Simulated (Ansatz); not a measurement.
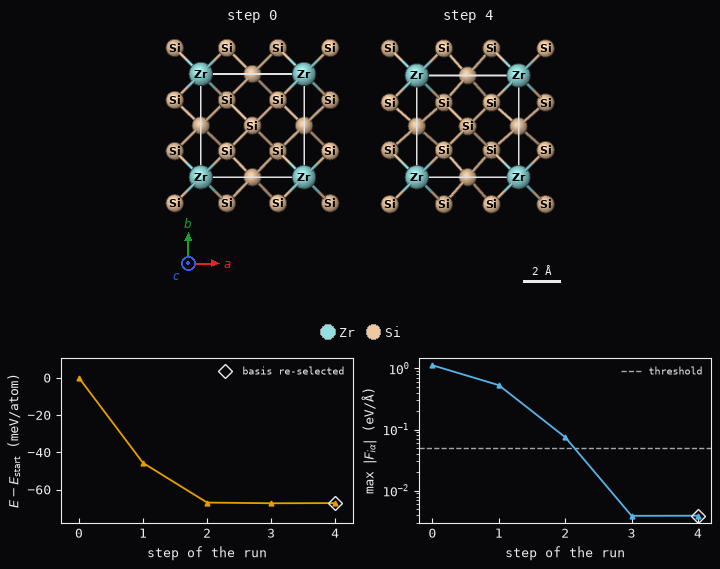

First and last geometry of a relaxation of a crystal of ZrSi7 (a generated structure, set up in P-43m) (coarse preliminary run), with the history of the run. Style: ball-and-stick. Shown: the cell of the calculation, along the c axis.

Computed with Ansatz 0.2.0, DFT PBE, scalar-relativistic, plane waves, PAW.

The input:
```yaml
crystal:
  lattice:
    - [5.7334857981, 0.0, 0.0]
    - [0.0, 5.7334857981, 0.0]
    - [0.0, 0.0, 5.7334857981]
  atoms:
    - { symbol: Zr, position: [0.0, 0.0, 0.0] }
    - { symbol: Si, position: [0.25261521, 0.25261521, 0.25261521] }
    - { symbol: Si, position: [0.0, 0.5, 0.5] }
    - { symbol: Si, position: [0.5, 0.5, 0.0] }
    - { symbol: Si, position: [0.5, 0.0, 0.5] }
    - { symbol: Si, position: [0.74738479, 0.25261521, 0.74738479] }
    - { symbol: Si, position: [0.74738479, 0.74738479, 0.25261521] }
    - { symbol: Si, position: [0.25261521, 0.74738479, 0.74738479] }
basis:
  ecutwfc: 420
kpoints:
  mp_grid: { grid: [4, 4, 4] }
hamiltonian:
  xc: pbe
scf:
  occupations: { method: gaussian, width: 0.1 }
output:
  forces: true
  stress: true
  eigenvalues: true
relax:
  adjacent_minimum: "off"
  f_tol: 0.05
  max_steps: 80
  cell: { stress_tol: 0.5 }
```

Command:
```bash
ansatz run input.yaml --threads 4 --pin off --max-ram 12288MiB --backend cpu --events-out ev --progress --plain --runs-dir out
```

Question: Read the history and describe the run.

Answer: It converged. The energy falls by 67.3 meV per atom in 3 accepted moves (4 points after the start). The largest force component goes from 1.1 to 0.0039 eV/Å. Pressure: −1.22 GPa at the start and −0.02 GPa at the end. At 1 point the geometry stayed and the basis and grid were re-selected for the new cell (energy shift of 0.1 meV per atom at most each time). The largest moves relative to the cell, 0.13 Å, are those of Si2, Si6, Si7 and Si8. Si6 goes along [−1 1 −1]. Zr stays in place. The drawn cell changes as follows: a = b = c 5.733 → 5.650 Å (−1.4 %); the volume changes by −4.3 %. Near-neighbour distances that change, for instance: Zr1–Si2 2.509 → 2.602 Å, Si2–Si3 2.474 → 2.399 Å. Bond angles that change, for instance: Si2–Si5–Si6 108.3° → 102.5°, Si2–Si5–Si7 110.0° → 113.1°, Zr1–Si7–Si3 108.9° → 106.0°. The space group stays P-43m (No. 215).
